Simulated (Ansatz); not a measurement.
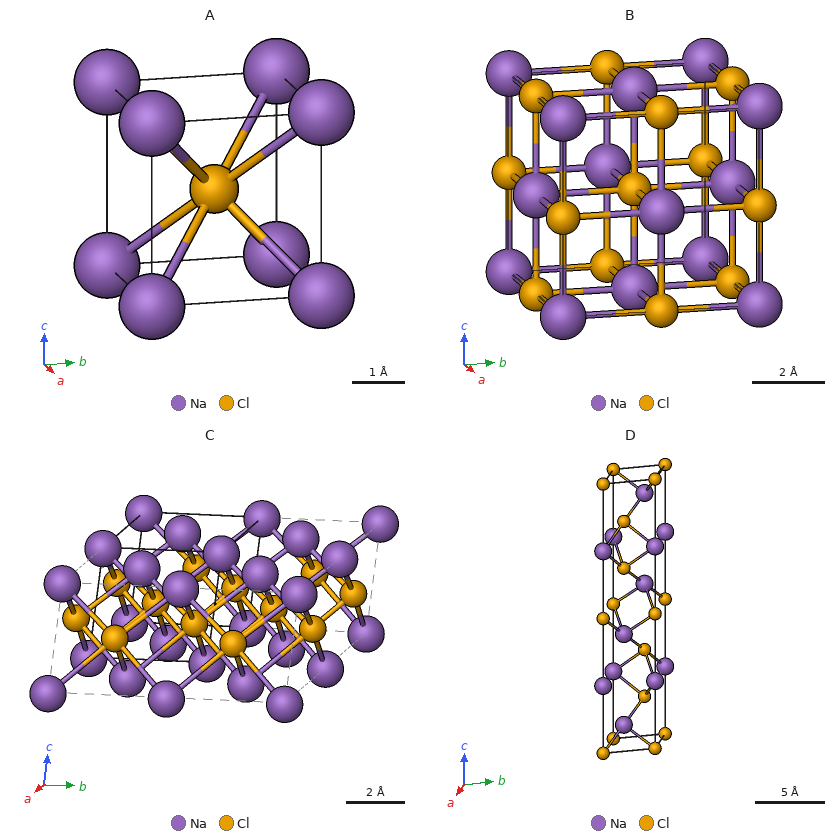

Four structures of NaCl, each relaxed to rest (conventional cells in solid outline, small ones repeated, each panel with its own scale). Method: Ansatz 0.2.0, DFT PBE, scalar-relativistic, plane waves, PAW, without spin polarisation.

Name the structure in each panel.

Answer. A: 2 atoms a cell on a primitive tetragonal lattice, P4/mmm; B: rock salt (NaCl type), Fm-3m; C: 4 atoms a cell on a base-centred monoclinic lattice, Cm; D: 12 atoms a cell on a primitive hexagonal lattice, P6_3/mmc.

Rank them by energy, lowest first.

Answer. B, then D (+21 meV/atom), C (+31 meV/atom) and A (+174 meV/atom), energies at zero smearing.

Collect the results in a table.

Answer.
| panel | structure | E − E(lowest) (meV/atom) | volume (Å³/atom) | gap (eV) |
| --- | --- | --- | --- | --- |
| B | Fm-3m | 0 | 23.1 | 5.74 |
| D | P6_3/mmc | 21 | 23.3 | 4.81 |
| C | Cm | 31 | 23.6 | 4.64 |
| A | P4/mmm | 174 | 21.4 | 3.73 |

Some of these may be structure types tried for this composition rather than known phases, and the most stable form need not be among them. Gaps are taken on the k-mesh or band path of each run.
